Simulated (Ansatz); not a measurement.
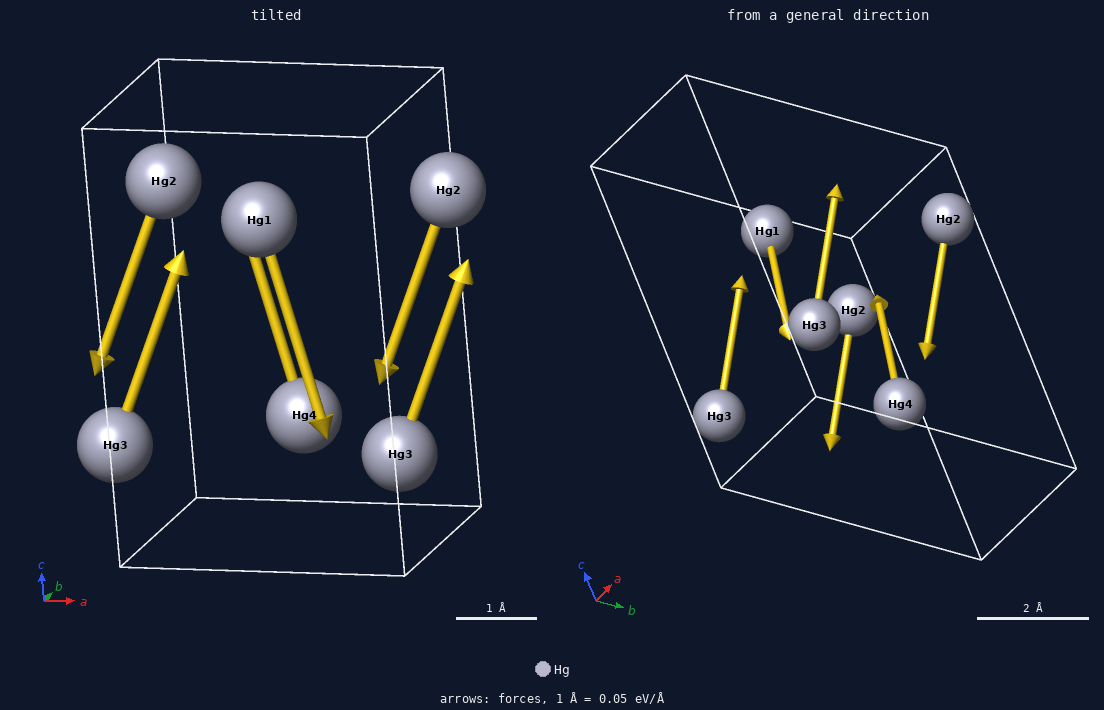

The structure above is drawn in spheres-only style and viewed slightly off an axis and from a general direction. Thin lines show the cell (the run's own, in a reduced setting), with boundary atoms drawn in all their periodic places. The arrows are the computed forces on the atoms.

System: Hg. Theory: Ansatz 0.2.0, DFT PBE, scalar-relativistic, plane waves, PAW. Numerical settings: a 420 eV plane-wave basis, k-points about 0.16 Å⁻¹ apart, Gaussian smearing of 0.1 eV, no spin polarisation.

**Would an optimiser stop at this geometry?**

No. The atoms still feel forces of up to about 0.12 eV/Å, above a usual threshold of 0.01 to 0.03 eV/Å.

Source of the structure: a structure listed in the Materials Project. The cell was then strained or its atoms displaced on purpose. It was run through Ansatz as a DFT input.
